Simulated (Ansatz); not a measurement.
# Run report: Sr8Ti8O23 (charge +2), nudged elastic band (part 1 of 4)

System: Sr8Ti8O23 (defect cell, 39 atoms in the cell, total charge +2).
Method: DFT PBE, scalar-relativistic, plane waves, PAW, no spin polarisation (Ansatz 0.2.0).

The structure derives from a Materials Project entry. It belongs to a series of runs on one base structure; here: climbing-image band for the jump of O by 2.50 A.

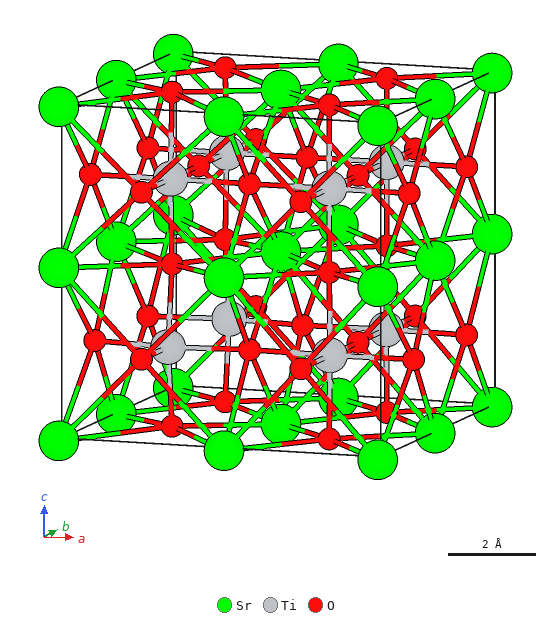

**Figure 1.** The starting structure (ball-and-stick view of the cell of the calculation, seen slightly off an axis).

Summary:

| quantity | value |
| --- | --- |
| outcome | converged |
| barrier, forward | 0.403 eV |
| barrier, backward | 0.403 eV |
| electrons treated | 312 |
| hardware | 8 threads of AMD EPYC (Zen 3), 189 GiB of memory available, shared host |
| wall time | 34 min (CPU time 2.5 h) |
| peak memory | 5 GiB |

Remarks:

The order of the saddle point was not checked.

Input:
```yaml
crystal:
  lattice:
    - [0.0, 7.8728452585, 0.0]
    - [0.0, 0.0, 7.8728452585]
    - [7.8728452585, 0.0, 0.0]
  atoms:
    - { symbol: Sr, position: [0.5089917412, 0.0, -0.0089917412] }
    - { symbol: Sr, position: [0.5082234614, 0.5, -0.0082234614] }
    - { symbol: Sr, position: [-0.0089917412, 0.0, -0.0089917412] }
    - { symbol: Sr, position: [-0.0082234614, 0.5, -0.0082234614] }
    - { symbol: Sr, position: [0.5089917412, 0.0, 0.5089917412] }
    - { symbol: Sr, position: [0.5082234614, 0.5, 0.5082234614] }
    - { symbol: Sr, position: [-0.0089917412, 0.0, 0.5089917412] }
    - { symbol: Sr, position: [-0.0082234614, 0.5, 0.5082234614] }
    - { symbol: Ti, position: [0.25, 0.232606655, 0.25] }
    - { symbol: Ti, position: [0.25, 0.767393345, 0.25] }
    - { symbol: Ti, position: [0.75, 0.2540100797, 0.25] }
    - { symbol: Ti, position: [0.75, 0.7459899203, 0.25] }
    - { symbol: Ti, position: [0.25, 0.2540100797, 0.75] }
    - { symbol: Ti, position: [0.25, 0.7459899203, 0.75] }
    - { symbol: Ti, position: [0.75, 0.2498332477, 0.75] }
    - { symbol: Ti, position: [0.75, 0.7501667523, 0.75] }
    - { symbol: O, position: [0.0072273855, 0.2681818584, 0.25] }
    - { symbol: O, position: [0.0072273855, 0.7318181416, 0.25] }
    - { symbol: O, position: [0.4927726145, 0.2681818584, 0.25] }
    - { symbol: O, position: [0.4927726145, 0.7318181416, 0.25] }
    - { symbol: O, position: [0.0005529856, 0.2484295207, 0.75] }
    - { symbol: O, position: [0.0005529856, 0.7515704793, 0.75] }
    - { symbol: O, position: [0.4994470144, 0.2484295207, 0.75] }
    - { symbol: O, position: [0.4994470144, 0.7515704793, 0.75] }
    - { symbol: O, position: [0.25, 0.0, 0.25] }
    - { symbol: O, position: [0.75, 0.5, 0.25] }
    - { symbol: O, position: [0.75, 0.0, 0.25] }
    - { symbol: O, position: [0.25, 0.5, 0.75] }
    - { symbol: O, position: [0.25, 0.0, 0.75] }
    - { symbol: O, position: [0.75, 0.5, 0.75] }
    - { symbol: O, position: [0.75, 0.0, 0.75] }
    - { symbol: O, position: [0.25, 0.2681818584, 0.4927726145] }
    - { symbol: O, position: [0.25, 0.7318181416, 0.4927726145] }
    - { symbol: O, position: [0.75, 0.2484295207, 0.4994470144] }
    - { symbol: O, position: [0.75, 0.7515704793, 0.4994470144] }
    - { symbol: O, position: [0.25, 0.2681818584, 0.0072273855] }
    - { symbol: O, position: [0.25, 0.7318181416, 0.0072273855] }
    - { symbol: O, position: [0.75, 0.2484295207, 0.0005529856] }
    - { symbol: O, position: [0.75, 0.7515704793, 0.0005529856] }
total_charge: 2
basis:
  ecutwfc: 420
  xc_grid: 2
kpoints:
  mp_grid: { grid: [2, 2, 2], shift: [0.5, 0.5, 0.5] }
hamiltonian:
  xc: pbe
scf:
  occupations: { method: gaussian, width: 0.02 }
output:
  forces: true
neb:
  images: 5
  f_tol: 0.05
  max_iterations: 70
  order_check: false
  final_atoms:
    - { symbol: Sr, position: [0.5, -0.0089917222, -0.0089917222] }
    - { symbol: Sr, position: [0.5, 0.5089917222, -0.0089917222] }
    - { symbol: Sr, position: [0.0, -0.0082233133, -0.0082233133] }
    - { symbol: Sr, position: [0.0, 0.5082233133, -0.0082233133] }
    - { symbol: Sr, position: [0.5, -0.0089917222, 0.5089917222] }
    - { symbol: Sr, position: [0.5, 0.5089917222, 0.5089917222] }
    - { symbol: Sr, position: [0.0, -0.0082233133, 0.5082233133] }
    - { symbol: Sr, position: [0.0, 0.5082233133, 0.5082233133] }
    - { symbol: Ti, position: [0.2673933618, 0.25, 0.25] }
    - { symbol: Ti, position: [0.2459899264, 0.75, 0.25] }
    - { symbol: Ti, position: [0.7326066382, 0.25, 0.25] }
    - { symbol: Ti, position: [0.7540100736, 0.75, 0.25] }
    - { symbol: Ti, position: [0.2459899264, 0.25, 0.75] }
    - { symbol: Ti, position: [0.2501667327, 0.75, 0.75] }
    - { symbol: Ti, position: [0.7540100736, 0.25, 0.75] }
    - { symbol: Ti, position: [0.7498332673, 0.75, 0.75] }
    - { symbol: O, position: [0.231818129, 0.4927725885, 0.25] }
    - { symbol: O, position: [0.0, 0.75, 0.25] }
    - { symbol: O, position: [0.5, 0.25, 0.25] }
    - { symbol: O, position: [0.5, 0.75, 0.25] }
    - { symbol: O, position: [0.0, 0.25, 0.75] }
    - { symbol: O, position: [0.0, 0.75, 0.75] }
    - { symbol: O, position: [0.5, 0.25, 0.75] }
    - { symbol: O, position: [0.5, 0.75, 0.75] }
    - { symbol: O, position: [0.231818129, 0.0072274115, 0.25] }
    - { symbol: O, position: [0.768181871, 0.4927725885, 0.25] }
    - { symbol: O, position: [0.768181871, 0.0072274115, 0.25] }
    - { symbol: O, position: [0.251570494, 0.4994469906, 0.75] }
    - { symbol: O, position: [0.251570494, 0.0005530094, 0.75] }
    - { symbol: O, position: [0.748429506, 0.4994469906, 0.75] }
    - { symbol: O, position: [0.748429506, 0.0005530094, 0.75] }
    - { symbol: O, position: [0.231818129, 0.25, 0.4927725885] }
    - { symbol: O, position: [0.251570494, 0.75, 0.4994469906] }
    - { symbol: O, position: [0.768181871, 0.25, 0.4927725885] }
    - { symbol: O, position: [0.748429506, 0.75, 0.4994469906] }
    - { symbol: O, position: [0.231818129, 0.25, 0.0072274115] }
    - { symbol: O, position: [0.251570494, 0.75, 0.0005530094] }
    - { symbol: O, position: [0.768181871, 0.25, 0.0072274115] }
    - { symbol: O, position: [0.748429506, 0.75, 0.0005530094] }
```

Launched with:
```bash
ansatz run input.yaml --threads 8 --pin off --max-ram 20480MiB --backend cpu --events-out ev --progress --plain --runs-dir out
```

What the program printed:
```
Warning: neb: disabling space-group detection — the band's intermediate images generally break the endpoint symmetry, so no spatial operation reduces the k-mesh or symmetrises the density, except that a semilocal band can use its path's symmetry ahead of convergence; time reversal is kept, so that k and −k are solved as one point where they differ and the mesh holds both, and exact exchange and, on two spinor components, a DFT+U term hold to it where the run has them: on two components no moment then forms, and a state that bears one, which a typed moment (crystal.atoms[].spin; refused beside efield: under a hybrid functional) reaches, can lie lower, under hf by electronvolts; crystal.symmetry.detect: false (a key that needs symmetry detection or time reversal refuses this as the deck is read) with time_reversal: false beside it drops time reversal too
Engine: ansatz 0.2.0, x86_64-unknown-linux-gnu
Pseudopotentials: kind: paw
Pseudopotential: Sr, paw, valence charge 10, recommended cutoff 420 eV (normal), Sr.paw.azcp
Pseudopotential: Ti, paw, valence charge 12, recommended cutoff 420 eV (normal), Ti.paw.azcp
Pseudopotential: O, paw, valence charge 6, recommended cutoff 420 eV (normal), O.paw.azcp
Functional definition: PBE
  parameter kappa = 0.804
  parameter beta = 0.06672455060314922
  exchange = pbe_x(kappa = kappa, mu = beta*pi^2/3)
  correlation = pbe_c(beta = beta)
parallel-image band execution: 5 concurrent image workers
NEB image 0
Crystal: 39 atoms, lattice volume = 487.972 Å³
Basis set: ecut = 420 eV, 9627 PW (Γ), exchange–correlation on 108×108×108 points (8 copies of the dense FFT grid, shifted against one another)
Bands: 195, of which v1, the nominal top of the filled ones, is band 156 counted from 1 (155 counted from 0)
Symmetry: 1 space group operations
k-points: 4 of 8 (time reversal used)
Non-local potential: Sr, projectors of the file, l = 0: 3, l = 1: 2, l = 2: 2
Non-local potential: Ti, projectors of the file, l = 0: 3, l = 1: 2, l = 2: 3, l = 3: 1
Non-local potential: O, projectors of the file, l = 0: 2, l = 1: 2, l = 2: 1
PAW form: soft (Blöchl's): semilocal exchange-correlation on the pseudo side does not see the compensation charge
PAW one-centre angular grid: Sr, 110 points (default); XC on 64 Gauss nodes
PAW one-centre angular grid: Ti, 590 points (default); XC on 64 Gauss nodes
PAW one-centre angular grid: O, 110 points (default); XC on 64 Gauss nodes
Initial density: superposition of atomic densities (neutral atoms scaled as one to the charged cell's electrons: chi_scale 0, normalization atom), corrected by the library's trained network
Initial wavefunctions: pseudopotential atomic-orbital guess
Functional: x = pbe(κ = 0.804, μ = 0.2195149727645171), c = pbe(β = 0.06672455060314922)
SCF iter   1: F=—  HF=-61489.397482 eV  |F-HF|=—  |Δ(HF+E_count)|=         —  Δρ=1.14e-2  dr2=7.13e-1  ethr=1.77e-3  ⟨swp⟩=6.8  Hψ=3405  notcnv=0  defer=16
preconditioner: auto → Resta (q_TF=auto, 2.532 Å⁻¹)  ε∞=5.7  [insulator: Δε(μ)=2.427 eV  Ē_g=11.755 eV  σ=0.020 eV  W_gap=1.00  n_scr=146 (ndim 8)  ℏωp=25.6 eV  f_vac=0.001  D(μ)=0.00/eV (n_scr^D=0)  ε∞_Penn≈5.7]
SCF iter   2: F=—  HF=-61489.242960 eV  |F-HF|=—  |Δ(HF+E_count)|=   1.55e-1  Δρ=4.27e-3  dr2=1.80e-1  ethr=2.28e-4  ⟨swp⟩=2.0  Hψ=1136  notcnv=0  defer=132
SCF iter   3: F=—  HF=-61489.212294 eV  |F-HF|=—  |Δ(HF+E_count)|=   3.07e-2  Δρ=1.46e-3  dr2=3.20e-2  ethr=5.76e-5  ⟨swp⟩=2.0  Hψ=1004  notcnv=0  defer=132
SCF iter   4: F=—  HF=-61489.209923 eV  |F-HF|=—  |Δ(HF+E_count)|=   2.37e-3  Δρ=5.41e-4  dr2=2.74e-3  ethr=1.02e-5  ⟨swp⟩=2.0  Hψ=1264  notcnv=0  defer=132
SCF iter   5: F=—  HF=-61489.210762 eV  |F-HF|=—  |Δ(HF+E_count)|=   8.39e-4  Δρ=1.49e-4  dr2=1.18e-4  ethr=8.77e-7  ⟨swp⟩=2.0  Hψ=1240  notcnv=0  defer=132
SCF iter   6: F=—  HF=-61489.210840 eV  |F-HF|=—  |Δ(HF+E_count)|=   7.78e-5  Δρ=5.54e-5  dr2=1.69e-5  ethr=3.79e-8  ⟨swp⟩=2.0  Hψ=1260  notcnv=0  defer=132
SCF iter   7: F=—  HF=-61489.209157 eV  |F-HF|=—  |Δ(HF+E_count)|=   1.68e-3  Δρ=2.84e-5  dr2=2.99e-6  ethr=5.41e-9  ⟨swp⟩=2.0  Hψ=1404  notcnv=0  defer=132
SCF iter   8: F=—  HF=-61489.209158 eV  |F-HF|=—  |Δ(HF+E_count)|=   9.14e-7  Δρ=6.63e-6  dr2=2.49e-7  ethr=9.58e-10  ⟨swp⟩=2.0  Hψ=1240  notcnv=0  defer=132
SCF iter   9: F=-61489.209158 eV  HF=-61489.209158 eV  |F-HF|=9.52e-9  |Δ(HF+E_count)|=   7.45e-8  Δρ=2.90e-6  dr2=2.62e-8  ethr=3.21e-11  ⟨swp⟩=5.0  Hψ=2420  notcnv=0
SCF 1 converged in 9 iterations: F = -61489.209158 eV  dr2 = 2.62e-8
  greatest PAW one-centre occupation: 0.999 electrons in one spin orbital (limit 2), on the Ti atom at site 15 (counted from 0), in its partial waves of l = 0
NSCF: frozen V_eff on 4 k-points
NEB image 6
SCF iter   1: F=—  HF=-61489.403206 eV  |F-HF|=—  |Δ(HF+E_count)|=         —  Δρ=1.14e-2  dr2=7.06e-1  ethr=1.77e-3  ⟨swp⟩=7.0  Hψ=3414  notcnv=0  defer=16
SCF iter   2: F=—  HF=-61489.243381 eV  |F-HF|=—  |Δ(HF+E_count)|=   1.60e-1  Δρ=4.29e-3  dr2=1.81e-1  ethr=2.26e-4  ⟨swp⟩=2.0  Hψ=1136  notcnv=0  defer=132
SCF iter   3: F=—  HF=-61489.212092 eV  |F-HF|=—  |Δ(HF+E_count)|=   3.13e-2  Δρ=1.43e-3  dr2=3.08e-2  ethr=5.80e-5  ⟨swp⟩=2.0  Hψ=1004  notcnv=0  defer=132
SCF iter   4: F=—  HF=-61489.209947 eV  |F-HF|=—  |Δ(HF+E_count)|=   2.14e-3  Δρ=5.26e-4  dr2=2.64e-3  ethr=9.88e-6  ⟨swp⟩=2.0  Hψ=1264  notcnv=0  defer=132
SCF iter   5: F=—  HF=-61489.210767 eV  |F-HF|=—  |Δ(HF+E_count)|=   8.20e-4  Δρ=1.44e-4  dr2=1.12e-4  ethr=8.45e-7  ⟨swp⟩=2.0  Hψ=1240  notcnv=0  defer=132
SCF iter   6: F=—  HF=-61489.210881 eV  |F-HF|=—  |Δ(HF+E_count)|=   1.14e-4  Δρ=5.26e-5  dr2=1.48e-5  ethr=3.60e-8  ⟨swp⟩=2.0  Hψ=1260  notcnv=0  defer=132
SCF iter   7: F=—  HF=-61489.209157 eV  |F-HF|=—  |Δ(HF+E_count)|=   1.72e-3  Δρ=2.82e-5  dr2=3.04e-6  ethr=4.76e-9  ⟨swp⟩=2.0  Hψ=1404  notcnv=0  defer=132
SCF iter   8: F=—  HF=-61489.209158 eV  |F-HF|=—  |Δ(HF+E_count)|=   8.54e-7  Δρ=7.08e-6  dr2=2.44e-7  ethr=9.73e-10  ⟨swp⟩=2.0  Hψ=1240  notcnv=0  defer=132
SCF iter   9: F=-61489.209158 eV  HF=-61489.209158 eV  |F-HF|=1.27e-8  |Δ(HF+E_count)|=   7.09e-8  Δρ=3.06e-6  dr2=2.94e-8  ethr=3.21e-11  ⟨swp⟩=5.0  Hψ=2420  notcnv=0
SCF 2 converged in 9 iterations: F = -61489.209158 eV  dr2 = 2.94e-8
[... from here on the iterations of each SCF are left out, up to the last one ...]
NSCF: frozen V_eff on 4 k-points
NEB end point (image 0): max|allowed force component| = 1.173e-2 eV/Å (the criterion of neb.relax_end_points is 1.000e-2)
NEB end point (image 6): max|allowed force component| = 1.172e-2 eV/Å (the criterion of neb.relax_end_points is 1.000e-2)
NEB image 1
preconditioner: auto → Resta (q_TF=auto, 2.532 Å⁻¹)  ε∞=5.7  [insulator: Δε(μ)=2.319 eV  Ē_g=11.782 eV  σ=0.020 eV  W_gap=1.00  n_scr=146 (ndim 8)  ℏωp=25.6 eV  f_vac=0.001  D(μ)=0.00/eV (n_scr^D=0)  ε∞_Penn≈5.7]
SCF 3 converged in 9 iterations: F = -61488.663100 eV  dr2 = 2.38e-8
NEB image 2
preconditioner: auto → Resta (q_TF=auto, 2.532 Å⁻¹)  ε∞=5.7  [insulator: Δε(μ)=2.244 eV  Ē_g=11.821 eV  σ=0.020 eV  W_gap=1.00  n_scr=146 (ndim 8)  ℏωp=25.6 eV  f_vac=0.001  D(μ)=0.00/eV (n_scr^D=0)  ε∞_Penn≈5.7]
SCF 4 converged in 9 iterations: F = -61487.563295 eV  dr2 = 1.87e-8
NEB image 3
preconditioner: auto → Resta (q_TF=auto, 2.532 Å⁻¹)  ε∞=5.7  [insulator: Δε(μ)=2.212 eV  Ē_g=11.836 eV  σ=0.020 eV  W_gap=1.00  n_scr=146 (ndim 8)  ℏωp=25.6 eV  f_vac=0.001  D(μ)=0.00/eV (n_scr^D=0)  ε∞_Penn≈5.7]
SCF 5 converged in 9 iterations: F = -61486.972707 eV  dr2 = 2.04e-8
NEB image 4
SCF 6 converged in 9 iterations: F = -61487.563294 eV  dr2 = 1.95e-8
NEB image 5
preconditioner: auto → Resta (q_TF=auto, 2.532 Å⁻¹)  ε∞=5.7  [insulator: Δε(μ)=2.319 eV  Ē_g=11.781 eV  σ=0.020 eV  W_gap=1.00  n_scr=146 (ndim 8)  ℏωp=25.6 eV  f_vac=0.001  D(μ)=0.00/eV (n_scr^D=0)  ε∞_Penn≈5.7]
SCF 7 converged in 9 iterations: F = -61488.663099 eV  dr2 = 2.23e-8
NEB iter   1: max|band force component| = 7.625e0 eV/Å  barrier→ = 2.2365 eV  barrier← = 2.2365 eV  Δτ_max = 0.1810 Å  (63 SCF iters)
NEB image 1
Initial density: handed on by an earlier stage of this run
Initial wavefunctions: those handed on with the density
preconditioner: auto → Resta (q_TF=auto, 2.532 Å⁻¹)  ε∞=5.7  [insulator: Δε(μ)=2.161 eV  Ē_g=11.855 eV  σ=0.020 eV  W_gap=1.00  n_scr=146 (ndim 8)  ℏωp=25.6 eV  f_vac=0.011  D(μ)=0.00/eV (n_scr^D=0)  ε∞_Penn≈5.7]
SCF 8 converged in 12 iterations: F = -61488.872479 eV  dr2 = 1.25e-8
NEB image 2
preconditioner: auto → Resta (q_TF=auto, 2.532 Å⁻¹)  ε∞=5.6  [insulator: Δε(μ)=1.980 eV  Ē_g=11.909 eV  σ=0.020 eV  W_gap=1.00  n_scr=146 (ndim 8)  ℏωp=25.6 eV  f_vac=0.014  D(μ)=0.00/eV (n_scr^D=0)  ε∞_Penn≈5.6]
SCF 9 converged in 12 iterations: F = -61488.312062 eV  dr2 = 2.68e-8
NEB image 3
preconditioner: auto → Resta (q_TF=auto, 2.532 Å⁻¹)  ε∞=5.6  [insulator: Δε(μ)=1.927 eV  Ē_g=11.934 eV  σ=0.020 eV  W_gap=1.00  n_scr=146 (ndim 8)  ℏωp=25.6 eV  f_vac=0.015  D(μ)=0.00/eV (n_scr^D=0)  ε∞_Penn≈5.6]
SCF 10 converged in 12 iterations: F = -61488.011701 eV  dr2 = 9.38e-8
NEB image 4
SCF 11 converged in 12 iterations: F = -61488.312062 eV  dr2 = 2.68e-8
NEB image 5
SCF 12 converged in 12 iterations: F = -61488.872480 eV  dr2 = 1.25e-8
NEB iter   2: max|band force component| = 2.501e0 eV/Å  barrier→ = 1.1975 eV  barrier← = 1.1975 eV  Δτ_max = 0.1158 Å  (60 SCF iters)
[... from here on the SCF iterations and repeated set-up lines of each step are left out, up to the last step ...]
NEB image 1
SCF 13 converged in 12 iterations: F = -61489.072947 eV  dr2 = 7.45e-9
NEB image 2
SCF 14 converged in 12 iterations: F = -61488.782242 eV  dr2 = 1.76e-8
NEB image 3
SCF 15 converged in 12 iterations: F = -61488.633277 eV  dr2 = 4.27e-8
NEB image 4
SCF 16 converged in 12 iterations: F = -61488.782242 eV  dr2 = 1.77e-8
NEB image 5
SCF 17 converged in 12 iterations: F = -61489.072948 eV  dr2 = 7.43e-9
NEB iter   3: max|band force component| = 1.120e0 eV/Å  barrier→ = 0.5759 eV  barrier← = 0.5759 eV  Δτ_max = 0.0398 Å  (60 SCF iters)
NEB image 1
SCF 18 converged in 10 iterations: F = -61489.104445 eV  dr2 = 1.40e-8
NEB image 2
SCF 19 converged in 10 iterations: F = -61488.858226 eV  dr2 = 2.15e-8
NEB image 3
SCF 20 converged in 10 iterations: F = -61488.734392 eV  dr2 = 3.49e-8
NEB image 4
SCF 21 converged in 10 iterations: F = -61488.858226 eV  dr2 = 2.15e-8
NEB image 5
SCF 22 converged in 10 iterations: F = -61489.104445 eV  dr2 = 1.40e-8
NEB iter   4: max|band force component| = 4.121e-1 eV/Å  barrier→ = 0.4748 eV  barrier← = 0.4748 eV  CI = image 3  Δτ_max = 0.0296 Å  (50 SCF iters)
NEB image 1
SCF 23 converged in 9 iterations: F = -61489.119163 eV  dr2 = 6.68e-8
NEB image 2
SCF 24 converged in 10 iterations: F = -61488.885541 eV  dr2 = 1.78e-8
NEB image 3
SCF 25 converged in 10 iterations: F = -61488.767127 eV  dr2 = 2.64e-8
NEB image 4
SCF 26 converged in 10 iterations: F = -61488.885541 eV  dr2 = 1.78e-8
NEB image 5
SCF 27 converged in 9 iterations: F = -61489.119163 eV  dr2 = 6.62e-8
NEB iter   5: max|band force component| = 1.401e-1 eV/Å  barrier→ = 0.4420 eV  barrier← = 0.4420 eV  CI = image 3  Δτ_max = 0.0167 Å  (48 SCF iters)
NEB image 1
SCF 28 converged in 8 iterations: F = -61489.126982 eV  dr2 = 6.44e-8
NEB image 2
SCF 29 converged in 9 iterations: F = -61488.895174 eV  dr2 = 1.44e-8
NEB image 3
SCF 30 converged in 9 iterations: F = -61488.775920 eV  dr2 = 1.88e-8
NEB image 4
SCF 31 converged in 9 iterations: F = -61488.895174 eV  dr2 = 1.44e-8
NEB image 5
SCF 32 converged in 8 iterations: F = -61489.126982 eV  dr2 = 6.55e-8
NEB iter   6: max|band force component| = 1.387e-1 eV/Å  barrier→ = 0.4332 eV  barrier← = 0.4332 eV  CI = image 3  Δτ_max = 0.0208 Å  (43 SCF iters)
NEB image 1
SCF 33 converged in 9 iterations: F = -61489.133028 eV  dr2 = 1.41e-8
NEB image 2
SCF 34 converged in 9 iterations: F = -61488.902539 eV  dr2 = 1.65e-8
NEB image 3
SCF 35 converged in 9 iterations: F = -61488.781820 eV  dr2 = 1.79e-8
NEB image 4
SCF 36 converged in 9 iterations: F = -61488.902539 eV  dr2 = 1.65e-8
NEB image 5
SCF 37 converged in 9 iterations: F = -61489.133028 eV  dr2 = 1.41e-8
NEB iter   7: max|band force component| = 1.498e-1 eV/Å  barrier→ = 0.4273 eV  barrier← = 0.4273 eV  CI = image 3  Δτ_max = 0.0104 Å  (45 SCF iters)
NEB image 1
SCF 38 converged in 8 iterations: F = -61489.136645 eV  dr2 = 4.58e-8
NEB image 2
SCF 39 converged in 8 iterations: F = -61488.906586 eV  dr2 = 5.86e-8
NEB image 3
SCF 40 converged in 8 iterations: F = -61488.785464 eV  dr2 = 4.98e-8
NEB image 4
SCF 41 converged in 8 iterations: F = -61488.906586 eV  dr2 = 5.85e-8
NEB image 5
SCF 42 converged in 8 iterations: F = -61489.136645 eV  dr2 = 4.58e-8
NEB iter   8: max|band force component| = 1.305e-1 eV/Å  barrier→ = 0.4237 eV  barrier← = 0.4237 eV  CI = image 3  Δτ_max = 0.0104 Å  (40 SCF iters)
NEB image 1
SCF 43 converged in 8 iterations: F = -61489.140773 eV  dr2 = 5.58e-8
NEB image 2
SCF 44 converged in 8 iterations: F = -61488.912119 eV  dr2 = 6.84e-8
NEB image 3
SCF 45 converged in 7 iterations: F = -61488.789982 eV  dr2 = 9.97e-8
NEB image 4
SCF 46 converged in 8 iterations: F = -61488.912119 eV  dr2 = 6.85e-8
NEB image 5
SCF 47 converged in 8 iterations: F = -61489.140773 eV  dr2 = 5.56e-8
NEB iter   9: max|band force component| = 1.860e-1 eV/Å  barrier→ = 0.4192 eV  barrier← = 0.4192 eV  CI = image 3  Δτ_max = 0.0104 Å  (39 SCF iters)
NEB image 1
SCF 48 converged in 8 iterations: F = -61489.146830 eV  dr2 = 9.25e-8
NEB image 2
SCF 49 converged in 8 iterations: F = -61488.918493 eV  dr2 = 5.00e-8
NEB image 3
SCF 50 converged in 7 iterations: F = -61488.794313 eV  dr2 = 8.62e-8
NEB image 4
SCF 51 converged in 8 iterations: F = -61488.918493 eV  dr2 = 5.00e-8
NEB image 5
SCF 52 converged in 8 iterations: F = -61489.146830 eV  dr2 = 9.26e-8
NEB iter  10: max|band force component| = 1.379e-1 eV/Å  barrier→ = 0.4148 eV  barrier← = 0.4148 eV  CI = image 3  Δτ_max = 0.0207 Å  (39 SCF iters)
NEB image 1
SCF 53 converged in 9 iterations: F = -61489.157405 eV  dr2 = 3.19e-8
NEB image 2
SCF 54 converged in 9 iterations: F = -61488.927993 eV  dr2 = 2.28e-8
NEB image 3
SCF 55 converged in 8 iterations: F = -61488.801681 eV  dr2 = 6.94e-8
```
